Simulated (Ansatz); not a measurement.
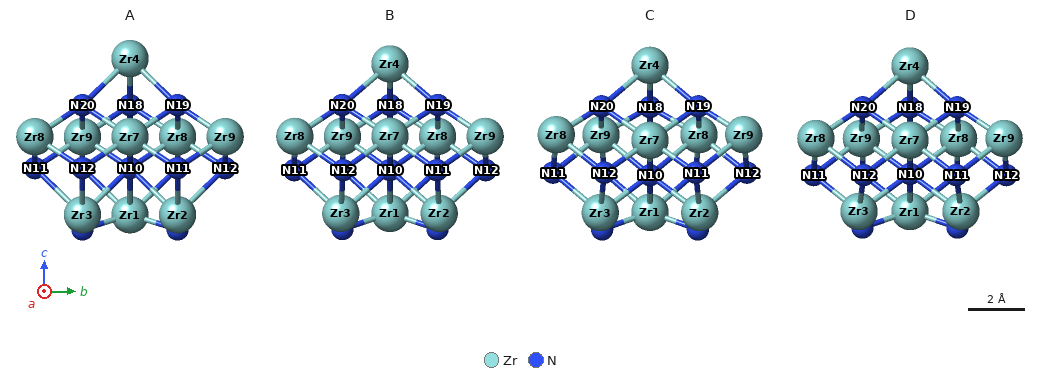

4 geometries from one relaxation of a defect cell of composition Zr₉N₁₁ (cell charge +3), in shuffled order. A ball-and-stick model of the atoms within 4.2 Å of the atom that moves most (axes of the conventional cell (2 times the calculation's cell)), seen along the a axis. Lengths and directions refer to the drawn axes.

Case: N vacancy, atoms relaxed.

Method: DFT PBE, scalar-relativistic, plane waves, PAW (Ansatz). Set-up: plane-wave cutoff 420 eV; k-point mesh 4 × 4 × 4; occupations gaussian; smearing width 0.05 eV; no spin polarisation; atoms relaxed in a fixed cell; force threshold 0.02 eV/Å; at most 50 steps.

> Order the frames from highest to lowest energy.

A, B, D, C. They are steps 0, 1, 2, 6, at +2.110 eV per cell of the calculation, +0.642 eV per cell of the calculation, +0.544 eV per cell of the calculation relative to the last. An N atom moves most: 0.29 Å along [1 0 −2]. Largest moves by element: N 0.29 Å, Zr 0.25 Å. The lattice vectors keep their values. Some distances before and after: Zr–Zr 3.447 → 3.793 Å, N–Zr 2.291 → 2.583 Å, Zr–Zr 3.442 → 3.663 Å, N–Zr 2.606 → 2.388 Å. Bond angles that change, for instance: Zr–N–Zr 82.7° → 97.8°, Zr–N–Zr 97.4° → 86.6°, Zr–N–Zr 169.5° → 179.6°. Over 5 accepted moves (6 points after the start) the energy falls by 2.110 eV per cell of the calculation. Largest force component: 3.4 eV/Å at the start, 0.019 eV/Å at the end. The line search rejected the trial step at point 5 of the run.

Limits of the set-up: the periodic images lie only 6.0 Å apart, so the values are limited by the cell's size; the cell is charged, on a uniform background, and energies carry no finite-size correction.
